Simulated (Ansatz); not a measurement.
Geometry relaxation, with input and output: Cu (part 1 of 2)

The run: geometry relaxation of Cu (P6₃/mmc, 4 atoms in the cell). Method and program: DFT r2SCAN, scalar-relativistic, plane waves, PAW, no spin polarisation (Ansatz 0.2.0).

The structure derives from a Materials Project entry. Figures and captions count atoms from 1; the log counts them from 0 in places.

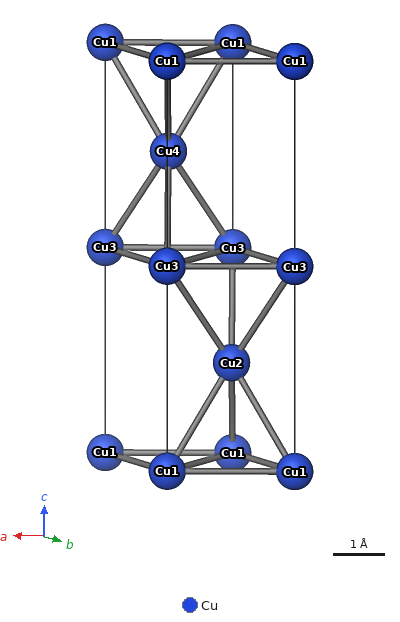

**Figure 1.** The starting structure (ball-and-stick view of the cell of the calculation, seen at an oblique angle; atoms are numbered from 1 in the order of the input). An atom can appear more than once, as a periodic image.

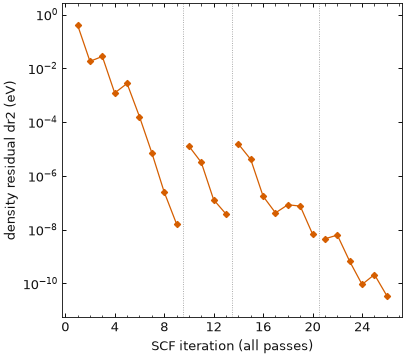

**Figure 2.** Convergence of the self-consistent field: density residual dr2 against the SCF iteration. The dotted lines part the SCF passes of the relaxation: geometry steps, rejected trials and re-solves on a re-selected basis. The passes take 9, 4, 7 and 6 iterations.

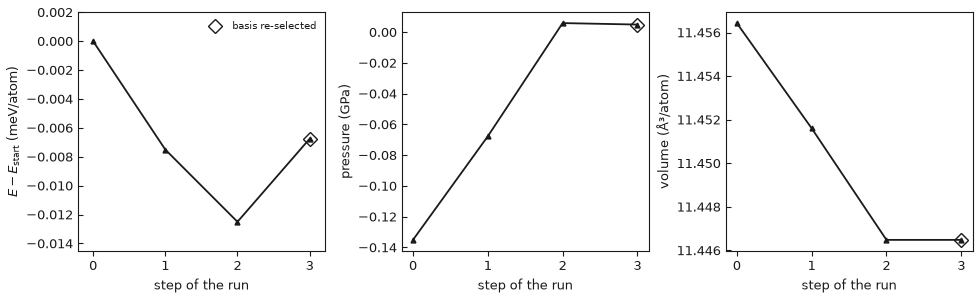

**Figure 3.** Progress of the relaxation, step by step (the first geometry is step 0 here and step 1 in the log). No atom moves by more than 0.005 Å relative to the cell. Cell: a = b 2.531 → 2.529 Å (−0.1 %), c 8.262 → 8.264 Å (0.0 %). Volume −0.1 %. The space group stays P6_3/mmc (No. 194). Over 2 geometry steps the energy falls by next to nothing (0.0 meV per atom). All forces vanish by symmetry, so only the cell relaxes. Pressure: −0.14 GPa at the start and 0.00 GPa at the end. A last SCF at the same geometry on a re-selected plane-wave basis shifts the energy by +0.0 meV per atom. (Atoms are counted from 1 in the order of the input.)

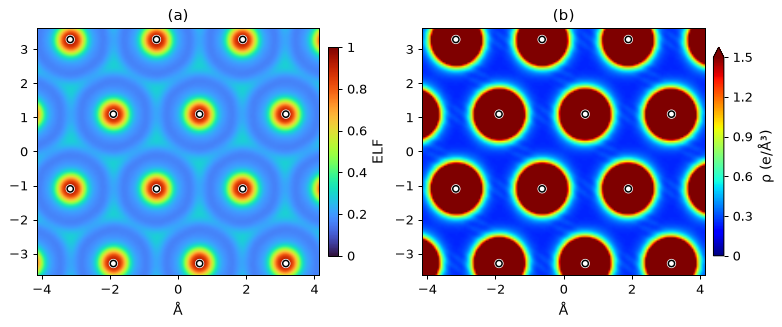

**Figure 4.** (a) electron localisation function; (b) valence electron density on the (001) plane of the conventional cell. Circles mark the nuclei in the plane (Cu). Cu–Cu (2.53 Å): ρ at the midpoint is about 0.27 e/Å³; the ELF is about 0.20 at the midpoint; no shared electron pair. Away from the nuclei the density in this plane falls to 0.24 e/Å³ at its lowest. The strong features right at Cu lie inside the PAW spheres (semicore, d or f shells) and say nothing about bonding. The fields are those of the smooth PAW valence density.

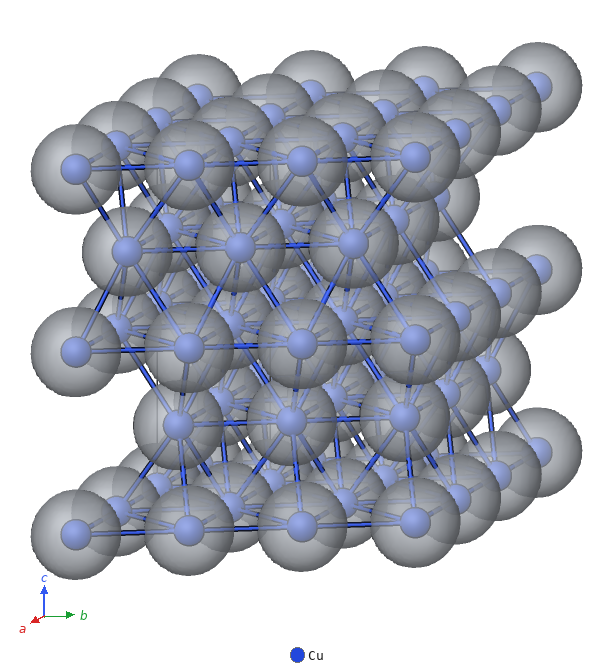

**Figure 5.** Isosurface of the valence electron density at 0.4 e/Å³ (grey), seen slightly off an axis. Sticks mark near contacts. The outline is the cell set on symmetry axes. At this value the density breaks into separate islands; it holds about 90 % of the electrons treated as valence (semicore included). It is pinched off along the Cu–Cu (2.53 Å) contacts. On the grid the lowest density along these lines, outside the cores, is 0.28 e/Å³ (Cu–Cu, 2.53 Å).

The input and output of the run follow.

**Input file**
```yaml
crystal:
  lattice:
    - [2.5307640267, 0.0, 0.0]
    - [-1.2653820134, 2.1917059381, 0.0]
    - [0.0, 0.0, 8.26181508]
  atoms:
    - { symbol: Cu, position: [0.0, 0.0, 0.0] }
    - { symbol: Cu, position: [0.33333333, 0.66666667, 0.25] }
    - { symbol: Cu, position: [0.0, 0.0, 0.5] }
    - { symbol: Cu, position: [0.66666667, 0.33333333, 0.75] }
basis:
  ecutwfc: 500
kpoints:
  mp_grid: { grid: [18, 18, 6] }
hamiltonian:
  xc: r2scan
scf:
  occupations: { method: gaussian, width: 0.1 }
output:
  forces: true
  stress: true
  eigenvalues: true
  write_density: true
  write_potential: true
  elf: true
  volumetric_format: npy
relax:
  adjacent_minimum: "off"
  f_tol: 0.005
  max_steps: 80
  cell: { stress_tol: 0.05 }
```

Run as:
```bash
ansatz run input.yaml --threads 1 --pin off --max-ram 2560MiB --backend cpu --events-out ev --progress --plain --runs-dir out
```

**The program's output**
```
Engine: ansatz 0.2.0, x86_64-unknown-linux-gnu
Pseudopotentials: kind: paw
Pseudopotential: Cu, paw, valence charge 19, recommended cutoff 500 eV (meta_gga), Cu.paw.azcp
Functional definition: r2SCAN
  parameter k0 = 0.174
  parameter k1 = 0.065
  parameter a1 = 4.9479
  exchange = r2scan_x(k0 = k0, k1 = k1, a1 = a1)
  correlation = r2scan_c
Crystal: 4 atoms, lattice volume = 45.826 Å³
Basis set: ecut = 500 eV, 1165 PW (Γ), exchange–correlation on 80×80×256 points (64 copies of the dense FFT grid, shifted against one another)
Bands: 46, of which v1, the nominal top of the filled ones, is band 38 counted from 1 (37 counted from 0)
Symmetry: 24 space group operations
Space group: P63/mmc (ITA 194), of the structure as read, at distance tolerance 3.6e-5 Å
k-points: 148 of 1944
Non-local potential: Cu, projectors of the file, l = 0: 3, l = 1: 2, l = 2: 3, l = 3: 1
PAW form: soft (Blöchl's): semilocal exchange-correlation on the pseudo side does not see the compensation charge
PAW frozen core: Cu, regenerated for the run's functional (the file was generated under x = pbe(κ = 0.804, μ = 0.2195149727645171), c = pbe(β = 0.06672455060314922))
PAW one-centre angular grid: Cu, 590 points (default); XC on 160 Gauss nodes
Initial density: superposition of atomic densities (neutral atoms: chi_scale 0, normalization atom), corrected by the library's trained network
Initial wavefunctions: pseudopotential atomic-orbital guess
Functional: x = r2scan, c = r2scan; τ floored in thin density (d = 2e-4 eV/Å³)
SCF iter   1: F=—  HF=-26525.005930 eV  |F-HF|=—  |Δ(HF+E_count)|=         —  Δρ=4.03e-2  dr2=4.06e-1  dr2_τ=2.95e-3  ethr=1.77e-3  ⟨swp⟩=5.0  Hψ=21637  notcnv=0  defer=62
preconditioner: auto → Kerker (q_TF=auto, 2.968 Å⁻¹)  [metal: Δε(μ)=0.019 eV  Ē_g=11.725 eV  σ=0.100 eV  W_gap=0.10  n_scr=24 (ndim 8)  ℏωp=36.4 eV  f_vac=0.000  D(μ)=1.28/eV (n_scr^D=4)]
SCF iter   2: F=—  HF=-26524.961501 eV  |F-HF|=—  |Δ(HF+E_count)|=   4.44e-2  Δρ=1.08e-2  dr2=1.82e-2  dr2_τ=4.76e-3  ethr=5.35e-4  ⟨swp⟩=2.0  Hψ=11842  notcnv=0  defer=388
SCF iter   3: F=—  HF=-26524.939029 eV  |F-HF|=—  |Δ(HF+E_count)|=   2.25e-2  Δρ=9.50e-3  dr2=2.76e-2  dr2_τ=1.71e-4  ethr=2.40e-5  ⟨swp⟩=2.0  Hψ=12837  notcnv=0  defer=388
SCF iter   4: F=—  HF=-26524.932197 eV  |F-HF|=—  |Δ(HF+E_count)|=   6.83e-3  Δρ=1.84e-3  dr2=1.21e-3  dr2_τ=5.72e-5  ethr=2.40e-5  ⟨swp⟩=1.6  Hψ=8414  notcnv=0  defer=388
SCF iter   5: F=—  HF=-26524.933118 eV  |F-HF|=—  |Δ(HF+E_count)|=   9.21e-4  Δρ=3.03e-3  dr2=2.73e-3  dr2_τ=1.69e-5  ethr=1.59e-6  ⟨swp⟩=2.0  Hψ=11942  notcnv=0  defer=388
SCF iter   6: F=—  HF=-26524.932738 eV  |F-HF|=—  |Δ(HF+E_count)|=   3.80e-4  Δρ=6.79e-4  dr2=1.61e-4  dr2_τ=1.51e-6  ethr=1.59e-6  ⟨swp⟩=2.0  Hψ=9504  notcnv=0  defer=388
SCF iter   7: F=—  HF=-26524.932722 eV  |F-HF|=—  |Δ(HF+E_count)|=   1.63e-5  Δρ=1.31e-4  dr2=7.27e-6  dr2_τ=3.78e-8  ethr=2.12e-7  ⟨swp⟩=2.1  Hψ=8840  notcnv=0  defer=388
SCF iter   8: F=—  HF=-26524.932716 eV  |F-HF|=—  |Δ(HF+E_count)|=   5.61e-6  Δρ=2.33e-5  dr2=2.52e-7  dr2_τ=2.21e-9  ethr=9.56e-9  ⟨swp⟩=2.2  Hψ=9317  notcnv=0  defer=388
SCF iter   9: F=-26524.932716 eV  HF=-26524.932716 eV  |F-HF|=3.10e-9  |Δ(HF+E_count)|=   1.06e-7  Δρ=7.52e-6  dr2=1.64e-8  dr2_τ=1.34e-10  ethr=1.32e-10  ⟨swp⟩=11.2  Hψ=46340  notcnv=0
SCF 1 converged in 9 iterations: F = -26524.932716 eV  dr2 = 1.64e-8
  greatest PAW one-centre occupation: 1.000 electrons in one spin orbital (limit 2), on the Cu atom at site 2 (counted from 0), in its partial waves of l = 0
relax step   1: F+E_penalty+E_count = -26524.93271613 eV  Δ(F+E_penalty+E_count) = +0.000e0 eV  max|allowed force component| = 8.674e-18 eV/Å  Δτ_max = 0.0000 Å  P = -0.135 GPa  Ω = 45.826 Å³  (9 SCF iters, dr2 threshold 1.00e-7 eV, accepted)
Crystal: 4 atoms, lattice volume = 45.806 Å³
Initial density: handed on by an earlier stage of this run
Initial wavefunctions: those handed on with the density
iter 1 solved again at ethr=1.87e-8 eV; its pass at ethr=3.10e-3 eV (dr2=1.42e-5 eV) is discarded
SCF iter   1: F=—  HF=-26524.932732 eV  |F-HF|=—  |Δ(HF+E_count)|=         —  Δρ=2.14e-4  dr2=1.28e-5  dr2_τ=1.08e-5  ethr=1.87e-8  ⟨swp⟩=2.2  Hψ=26127  notcnv=0
preconditioner: auto → Kerker (q_TF=auto, 2.969 Å⁻¹)  [metal: Δε(μ)=0.023 eV  Ē_g=11.560 eV  σ=0.100 eV  W_gap=0.13  n_scr=24 (ndim 8)  ℏωp=36.4 eV  f_vac=0.000  D(μ)=1.39/eV (n_scr^D=6)]
SCF iter   2: F=—  HF=-26524.932747 eV  |F-HF|=—  |Δ(HF+E_count)|=   1.48e-5  Δρ=1.32e-4  dr2=3.18e-6  dr2_τ=1.41e-7  ethr=1.69e-8  ⟨swp⟩=2.0  Hψ=10504  notcnv=0
SCF iter   3: F=—  HF=-26524.932746 eV  |F-HF|=—  |Δ(HF+E_count)|=   1.37e-6  Δρ=2.04e-5  dr2=1.30e-7  dr2_τ=2.71e-9  ethr=4.18e-9  ⟨swp⟩=2.0  Hψ=9926  notcnv=0
SCF iter   4: F=-26524.932746 eV  HF=-26524.932746 eV  |F-HF|=1.94e-8  |Δ(HF+E_count)|=   3.38e-8  Δρ=1.04e-5  dr2=3.82e-8  dr2_τ=8.46e-10  ethr=1.16e-10  ⟨swp⟩=7.5  Hψ=41102  notcnv=0
SCF 2 converged in 4 iterations: F = -26524.932746 eV  dr2 = 3.82e-8
relax step   2: F+E_penalty+E_count = -26524.93274560 eV  Δ(F+E_penalty+E_count) = -2.947e-5 eV  max|allowed force component| = 2.082e-17 eV/Å  Δτ_max = 0.0000 Å  P = -0.068 GPa  Ω = 45.806 Å³  energy of the carried Pulay correction = +1.008e-5 eV  (4 SCF iters, dr2 threshold 8.82e-8 eV, accepted)
Crystal: 4 atoms, lattice volume = 45.786 Å³
iter 1 solved again at ethr=2.23e-8 eV; its pass at ethr=3.10e-3 eV (dr2=1.70e-5 eV) is discarded
SCF iter   1: F=—  HF=-26524.932743 eV  |F-HF|=—  |Δ(HF+E_count)|=         —  Δρ=2.30e-4  dr2=1.53e-5  dr2_τ=1.84e-5  ethr=2.23e-8  ⟨swp⟩=2.1  Hψ=26552  notcnv=0
preconditioner: auto → Kerker (q_TF=auto, 2.969 Å⁻¹)  [metal: Δε(μ)=0.024 eV  Ē_g=11.564 eV  σ=0.100 eV  W_gap=0.13  n_scr=24 (ndim 8)  ℏωp=36.4 eV  f_vac=0.000  D(μ)=1.39/eV (n_scr^D=6)]
SCF iter   2: F=—  HF=-26524.932767 eV  |F-HF|=—  |Δ(HF+E_count)|=   2.43e-5  Δρ=1.51e-4  dr2=4.09e-6  dr2_τ=1.78e-7  ethr=2.02e-8  ⟨swp⟩=2.2  Hψ=11234  notcnv=0
SCF iter   3: F=—  HF=-26524.932766 eV  |F-HF|=—  |Δ(HF+E_count)|=   1.54e-6  Δρ=2.75e-5  dr2=1.75e-7  dr2_τ=5.48e-9  ethr=5.38e-9  ⟨swp⟩=2.0  Hψ=9914  notcnv=0
SCF iter   4: F=—  HF=-26524.932766 eV  |F-HF|=—  |Δ(HF+E_count)|=   1.45e-7  Δρ=1.39e-5  dr2=4.22e-8  dr2_τ=1.45e-9  ethr=3.48e-11  ⟨swp⟩=7.9  Hψ=43881  notcnv=0
SCF iter   5: F=—  HF=-26524.932766 eV  |F-HF|=—  |Δ(HF+E_count)|=   1.19e-7  Δρ=1.95e-5  dr2=8.45e-8  dr2_τ=5.17e-10  ethr=3.48e-11  ⟨swp⟩=7.3  Hψ=40192  notcnv=0
SCF iter   6: F=—  HF=-26524.932766 eV  |F-HF|=—  |Δ(HF+E_count)|=   5.41e-9  Δρ=1.69e-5  dr2=7.54e-8  dr2_τ=4.06e-10  ethr=5.56e-11  ⟨swp⟩=2.0  Hψ=10119  notcnv=0
SCF iter   7: F=-26524.932766 eV  HF=-26524.932766 eV  |F-HF|=4.78e-9  |Δ(HF+E_count)|=   1.34e-8  Δρ=5.28e-6  dr2=6.82e-9  dr2_τ=4.58e-11  ethr=3.48e-11  ⟨swp⟩=5.0  Hψ=38917  notcnv=0
SCF 3 converged in 7 iterations: F = -26524.932766 eV  dr2 = 6.82e-9
```
